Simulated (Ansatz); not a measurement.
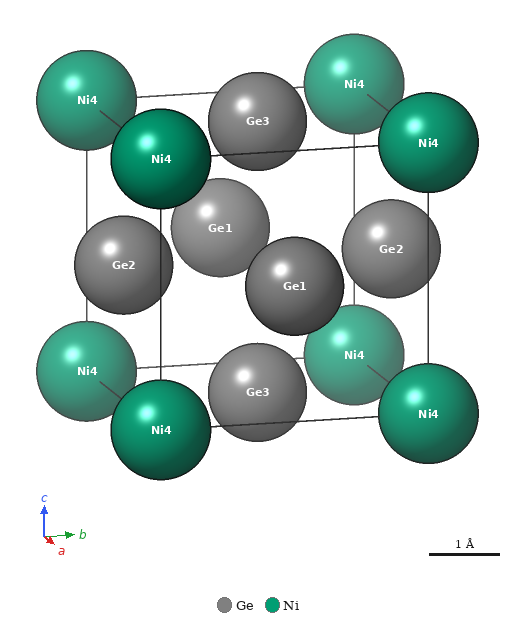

Figure 1. The input geometry (spheres-only view of the cell of the calculation, seen slightly off an axis; atoms are numbered from 1 in the order of the input). An atom can appear more than once, as a periodic image.

## Run report: NiGe3, geometry relaxation (part 1 of 2)

NiGe3 (Pm-3m, 4 atoms in the cell), computed with DFT PBEsol, scalar-relativistic, plane waves, PAW, no spin polarisation (Ansatz 0.2.0).

The structure was built on a prototype by a generator; it need not be a known phase. Figures and captions count atoms from 1; the log counts them from 0 in places.

**The program's output**
```
Engine: ansatz 0.2.0, x86_64-unknown-linux-gnu
Pseudopotentials: kind: paw
Pseudopotential: Ge, paw, valence charge 14, recommended cutoff 420 eV (normal), Ge.paw.azcp
Pseudopotential: Ni, paw, valence charge 18, recommended cutoff 420 eV (normal), Ni.paw.azcp
Functional definition: PBEsol
  exchange = pbesol_x
  correlation = pbesol_c
Crystal: 4 atoms, lattice volume = 62.480 Å³
Basis set: ecut = 420 eV, 1213 PW (Γ), exchange–correlation on 54×54×54 points (8 copies of the dense FFT grid, shifted against one another)
Bands: 36, of which v1, the nominal top of the filled ones, is band 30 counted from 1 (29 counted from 0)
Symmetry: 48 space group operations
Space group: Pm-3m (ITA 221), of the structure as read, at distance tolerance 4.0e-5 Å
k-points: 56 of 1000
Non-local potential: Ge, projectors of the file, l = 0: 2, l = 1: 2, l = 2: 3, l = 3: 1
Non-local potential: Ni, projectors of the file, l = 0: 3, l = 1: 2, l = 2: 3, l = 3: 1
PAW form: soft (Blöchl's): semilocal exchange-correlation on the pseudo side does not see the compensation charge
PAW frozen core: Ge, regenerated for the run's functional, and the local potential with it (the file was generated under x = pbe(κ = 0.804, μ = 0.2195149727645171), c = pbe(β = 0.06672455060314922))
PAW frozen core: Ni, regenerated for the run's functional, and the local potential with it (the file was generated under x = pbe(κ = 0.804, μ = 0.2195149727645171), c = pbe(β = 0.06672455060314922))
PAW one-centre angular grid: Ge, 590 points (default); XC on 64 Gauss nodes
PAW one-centre angular grid: Ni, 590 points (default); XC on 64 Gauss nodes
Initial density: superposition of atomic densities (neutral atoms: chi_scale 0, normalization atom), corrected by the library's trained network
Initial wavefunctions: pseudopotential atomic-orbital guess
Functional: x = pbesol(κ = 0.804, μ = 0.12345679012345678), c = pbesol(β = 0.046)
SCF iter   1: F=—  HF=-18564.532116 eV  |F-HF|=—  |Δ(HF+E_count)|=         —  Δρ=2.65e-3  dr2=1.65e-3  ethr=1.77e-3  ⟨swp⟩=5.4  Hψ=6823  notcnv=0  defer=2
preconditioner: auto → Kerker (q_TF=auto, 2.710 Å⁻¹)  [metal: Δε(μ)=0.055 eV  Ē_g=19.343 eV  σ=0.100 eV  W_gap=0.29  n_scr=18 (ndim 8)  ℏωp=33.9 eV  f_vac=0.000  D(μ)=2.32/eV (n_scr^D=18)]
SCF iter   2: F=—  HF=-18564.531151 eV  |F-HF|=—  |Δ(HF+E_count)|=   9.66e-4  Δρ=9.64e-4  dr2=4.05e-4  ethr=2.76e-6  ⟨swp⟩=2.0  Hψ=4154  notcnv=0  defer=2
SCF iter   3: F=—  HF=-18564.531146 eV  |F-HF|=—  |Δ(HF+E_count)|=   4.07e-6  Δρ=6.12e-4  dr2=2.23e-4  ethr=6.75e-7  ⟨swp⟩=1.0  Hψ=1951  notcnv=0  defer=2
SCF iter   4: F=—  HF=-18564.531148 eV  |F-HF|=—  |Δ(HF+E_count)|=   1.50e-6  Δρ=1.87e-4  dr2=1.38e-5  ethr=3.72e-7  ⟨swp⟩=2.2  Hψ=2220  notcnv=0  defer=2
SCF iter   5: F=—  HF=-18564.531114 eV  |F-HF|=—  |Δ(HF+E_count)|=   3.42e-5  Δρ=5.41e-5  dr2=1.99e-6  ethr=2.30e-8  ⟨swp⟩=2.1  Hψ=3324  notcnv=0  defer=2
SCF iter   6: F=-18564.531114 eV  HF=-18564.531114 eV  |F-HF|=5.49e-8  |Δ(HF+E_count)|=   2.18e-7  Δρ=9.39e-6  dr2=7.43e-8  ethr=1.67e-10  ⟨swp⟩=8.8  Hψ=13502  notcnv=0
SCF 1 converged in 6 iterations: F = -18564.531114 eV  dr2 = 7.43e-8
  greatest PAW one-centre occupation: 1.002 electrons in one spin orbital (limit 2), on the Ni atom at site 3 (counted from 0), in its partial waves of l = 1
relax step   1: F+E_penalty+E_count = -18564.53111354 eV  Δ(F+E_penalty+E_count) = +0.000e0 eV  max|allowed force component| = 3.096e-29 eV/Å  Δτ_max = 0.0000 Å  P = -0.340 GPa  Ω = 62.480 Å³  (6 SCF iters, dr2 threshold 1.00e-7 eV, accepted)
Crystal: 4 atoms, lattice volume = 62.213 Å³
Initial density: handed on by an earlier stage of this run
Initial wavefunctions: those handed on with the density
iter 1 solved again at ethr=5.53e-7 eV; its pass at ethr=3.10e-3 eV (dr2=3.32e-4 eV) is discarded
SCF iter   1: F=—  HF=-18564.531455 eV  |F-HF|=—  |Δ(HF+E_count)|=         —  Δρ=7.25e-4  dr2=3.68e-4  ethr=5.53e-7  ⟨swp⟩=2.0  Hψ=8589  notcnv=0
preconditioner: auto → Kerker (q_TF=auto, 2.712 Å⁻¹)  [metal: Δε(μ)=0.058 eV  Ē_g=19.397 eV  σ=0.100 eV  W_gap=0.30  n_scr=18 (ndim 8)  ℏωp=33.9 eV  f_vac=0.000  D(μ)=2.23/eV (n_scr^D=18)]
SCF iter   2: F=—  HF=-18564.531437 eV  |F-HF|=—  |Δ(HF+E_count)|=   1.85e-5  Δρ=2.98e-4  dr2=8.60e-5  ethr=5.53e-7  ⟨swp⟩=1.0  Hψ=2016  notcnv=0
SCF iter   3: F=—  HF=-18564.531398 eV  |F-HF|=—  |Δ(HF+E_count)|=   3.87e-5  Δρ=7.25e-5  dr2=6.60e-6  ethr=1.43e-7  ⟨swp⟩=1.0  Hψ=2016  notcnv=0
iter 4 did not close the SCF: its close was put off for the readings that it lacked (scf_convergence_deferred on its scf_iter line)
SCF iter   4: F=-18564.531398 eV  HF=-18564.531398 eV  |F-HF|=1.45e-7  |Δ(HF+E_count)|=   5.64e-7  Δρ=2.15e-5  dr2=1.88e-7  ethr=1.10e-8  ⟨swp⟩=2.3  Hψ=2502  notcnv=0
iter 5 did not close the SCF: its close was put off for the readings that it lacked (scf_convergence_deferred on its scf_iter line)
SCF iter   5: F=-18564.531398 eV  HF=-18564.531398 eV  |F-HF|=1.12e-7  |Δ(HF+E_count)|=   1.40e-8  Δρ=9.52e-6  dr2=3.64e-8  ethr=3.13e-10  ⟨swp⟩=2.0  Hψ=3124  notcnv=0
SCF iter   6: F=-18564.531398 eV  HF=-18564.531398 eV  |F-HF|=9.42e-10  |Δ(HF+E_count)|=   4.59e-8  Δρ=2.73e-6  dr2=4.98e-9  ethr=6.06e-11  ⟨swp⟩=5.0  Hψ=12110  notcnv=0
SCF 2 converged in 6 iterations: F = -18564.531398 eV  dr2 = 4.98e-9
relax step   2: F+E_penalty+E_count = -18564.53139766 eV  Δ(F+E_penalty+E_count) = -2.841e-4 eV  max|allowed force component| = 1.091e-29 eV/Å  Δτ_max = 0.0000 Å  P = +0.079 GPa  Ω = 62.213 Å³  energy of the carried Pulay correction = +6.456e-5 eV  (6 SCF iters, dr2 threshold 2.90e-7 eV, accepted)
Crystal: 4 atoms, lattice volume = 62.263 Å³
iter 1 solved again at ethr=1.95e-8 eV; its pass at ethr=3.10e-3 eV (dr2=1.17e-5 eV) is discarded
SCF iter   1: F=—  HF=-18564.531433 eV  |F-HF|=—  |Δ(HF+E_count)|=         —  Δρ=1.34e-4  dr2=1.27e-5  ethr=1.95e-8  ⟨swp⟩=2.0  Hψ=8564  notcnv=0
preconditioner: auto → Kerker (q_TF=auto, 2.712 Å⁻¹)  [metal: Δε(μ)=0.058 eV  Ē_g=19.396 eV  σ=0.100 eV  W_gap=0.30  n_scr=18 (ndim 8)  ℏωp=33.9 eV  f_vac=0.000  D(μ)=2.26/eV (n_scr^D=18)]
SCF iter   2: F=—  HF=-18564.531398 eV  |F-HF|=—  |Δ(HF+E_count)|=   3.53e-5  Δρ=5.34e-5  dr2=2.84e-6  ethr=1.95e-8  ⟨swp⟩=1.0  Hψ=2016  notcnv=0
SCF iter   3: F=—  HF=-18564.531398 eV  |F-HF|=—  |Δ(HF+E_count)|=   2.87e-7  Δρ=1.30e-5  dr2=2.25e-7  ethr=4.73e-9  ⟨swp⟩=1.0  Hψ=2016  notcnv=0
iter 4 did not close the SCF: its close was put off for the readings that it lacked (scf_convergence_deferred on its scf_iter line)
SCF iter   4: F=-18564.531398 eV  HF=-18564.531398 eV  |F-HF|=5.35e-9  |Δ(HF+E_count)|=   2.20e-8  Δρ=3.61e-6  dr2=5.59e-9  ethr=3.75e-10  ⟨swp⟩=2.3  Hψ=2834  notcnv=0
iter 5 did not close the SCF: its close was put off for the readings that it lacked (scf_convergence_deferred on its scf_iter line)
SCF iter   5: F=-18564.531398 eV  HF=-18564.531398 eV  |F-HF|=3.17e-9  |Δ(HF+E_count)|=   1.03e-9  Δρ=1.74e-6  dr2=1.23e-9  ethr=9.31e-12  ⟨swp⟩=2.0  Hψ=3278  notcnv=0
SCF iter   6: F=-18564.531398 eV  HF=-18564.531398 eV  |F-HF|=4.37e-11  |Δ(HF+E_count)|=   1.22e-9  Δρ=4.58e-7  dr2=1.45e-10  ethr=2.04e-12  ⟨swp⟩=4.3  Hψ=10601  notcnv=0
SCF 3 converged in 6 iterations: F = -18564.531398 eV  dr2 = 1.45e-10
relax step   3: F+E_penalty+E_count = -18564.53139776 eV  Δ(F+E_penalty+E_count) = -1.029e-7 eV  max|allowed force component| = 3.353e-30 eV/Å  Δτ_max = 0.0000 Å  P = -0.001 GPa  Ω = 62.263 Å³  energy of the carried Pulay correction = +5.241e-5 eV  (6 SCF iters, dr2 threshold 1.56e-8 eV, accepted)
Initial wavefunctions: pseudopotential atomic-orbital guess (no wavefunctions were taken with the density)
iter 1 solved again at ethr=1.50e-8 eV; its pass at ethr=3.10e-3 eV (dr2=9.02e-6 eV) is discarded
SCF iter   1: F=—  HF=-18564.531388 eV  |F-HF|=—  |Δ(HF+E_count)|=         —  Δρ=2.70e-6  dr2=8.49e-10  ethr=1.50e-8  ⟨swp⟩=3.0  Hψ=12720  notcnv=0
preconditioner: auto → Kerker (q_TF=auto, 2.712 Å⁻¹)  [metal: Δε(μ)=0.057 eV  Ē_g=19.395 eV  σ=0.100 eV  W_gap=0.30  n_scr=18 (ndim 8)  ℏωp=33.9 eV  f_vac=0.000  D(μ)=2.26/eV (n_scr^D=18)]
SCF iter   2: F=—  HF=-18564.531353 eV  |F-HF|=—  |Δ(HF+E_count)|=   3.56e-5  Δρ=2.64e-6  dr2=2.41e-9  ethr=1.41e-12  ⟨swp⟩=3.0  Hψ=5111  notcnv=0
SCF iter   3: F=—  HF=-18564.531353 eV  |F-HF|=—  |Δ(HF+E_count)|=  7.28e-11  Δρ=1.18e-6  dr2=5.68e-10  ethr=1.41e-12  ⟨swp⟩=2.1  Hψ=3490  notcnv=0
SCF iter   4: F=—  HF=-18564.531353 eV  |F-HF|=—  |Δ(HF+E_count)|=  9.46e-11  Δρ=3.84e-7  dr2=6.26e-11  ethr=1.00e-12  ⟨swp⟩=2.6  Hψ=3035  notcnv=0
iter 5 did not close the SCF: its close was put off for the readings that it lacked (scf_convergence_deferred on its scf_iter line)
SCF iter   5: F=-18564.531353 eV  HF=-18564.531353 eV  |F-HF|=3.64e-12  |Δ(HF+E_count)|=  1.09e-11  Δρ=5.54e-8  dr2=1.79e-12  ethr=1.00e-12  ⟨swp⟩=1.0  Hψ=2016  notcnv=0
iter 6 did not close the SCF: its close was put off for the readings that it lacked (scf_convergence_deferred on its scf_iter line)
SCF iter   6: F=-18564.531353 eV  HF=-18564.531353 eV  |F-HF|=0.00e0  |Δ(HF+E_count)|=    0.00e0  Δρ=1.67e-8  dr2=1.78e-13  ethr=1.00e-12  ⟨swp⟩=1.0  Hψ=2016  notcnv=0
iter 7 did not close the SCF: its close was put off for the readings that it lacked (scf_convergence_deferred on its scf_iter line)
SCF iter   7: F=-18564.531353 eV  HF=-18564.531353 eV  |F-HF|=7.28e-12  |Δ(HF+E_count)|=  7.28e-12  Δρ=7.96e-9  dr2=5.72e-14  ethr=1.00e-12  ⟨swp⟩=1.0  Hψ=2016  notcnv=0
iter 8 did not close the SCF: its close was put off for the readings that it lacked (scf_convergence_deferred on its scf_iter line)
SCF iter   8: F=-18564.531353 eV  HF=-18564.531353 eV  |F-HF|=3.64e-12  |Δ(HF+E_count)|=  7.28e-12  Δρ=2.73e-9  dr2=4.95e-15  ethr=1.00e-12  ⟨swp⟩=1.0  Hψ=2016  notcnv=0
SCF iter   9: F=-18564.531353 eV  HF=-18564.531353 eV  |F-HF|=3.64e-12  |Δ(HF+E_count)|=  3.64e-12  Δρ=6.13e-10  dr2=2.43e-16  ethr=1.00e-12  ⟨swp⟩=2.0  Hψ=4847  notcnv=0
SCF 4 converged in 9 iterations: F = -18564.531353 eV  dr2 = 2.43e-16
relax step   4: F+E_penalty+E_count = -18564.53135262 eV  Δ(F+E_penalty+E_count) = +4.515e-5 eV  max|allowed force component| = 3.090e-30 eV/Å  Δτ_max = 0.0000 Å  P = -0.001 GPa  Ω = 62.263 Å³  stress off target by 5.29e-4 GPa  SCF on the basis re-selected at this cell (its energy is not comparable with the rows above)  (9 SCF iters)
```

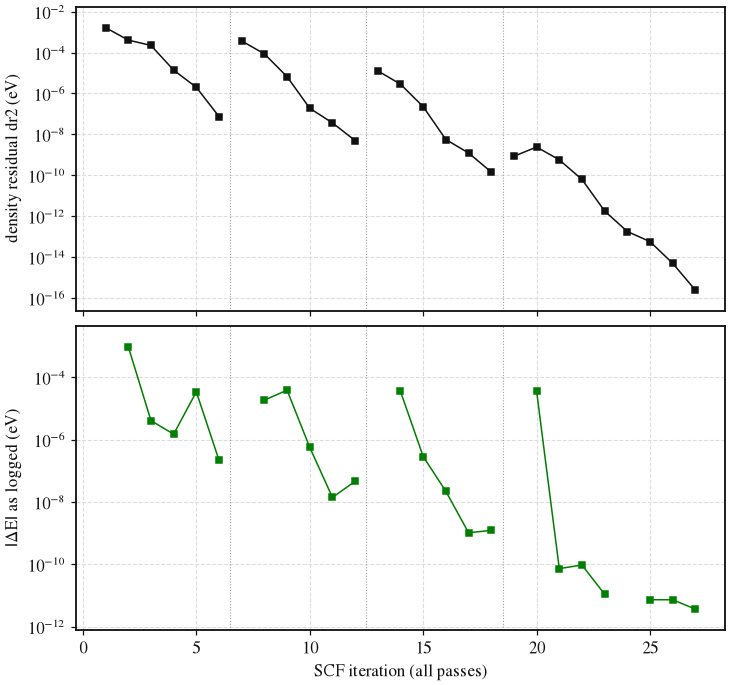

Figure 2. Convergence of the self-consistent field: density residual dr2 and size of the energy change against the SCF iteration. The dotted lines part the SCF passes of the relaxation: geometry steps, rejected trials and re-solves on a re-selected basis. The passes take 6, 6, 6 and 9 iterations.

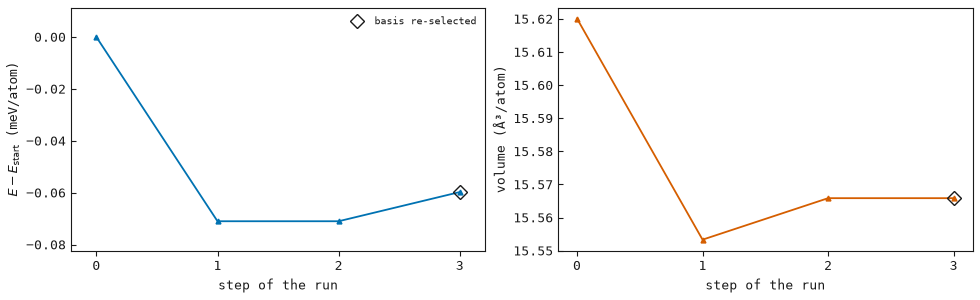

Figure 3. Progress of the relaxation, step by step (the first geometry is step 0 here and step 1 in the log). No atom moves by more than 0.005 Å relative to the cell. After 2 geometry steps the energy has fallen by 0.1 meV per atom. All forces vanish by symmetry, so only the cell relaxes. Pressure: −0.34 GPa at the start and 0.00 GPa at the end. A last SCF at the same geometry on a re-selected plane-wave basis shifts the energy by +0.0 meV per atom.
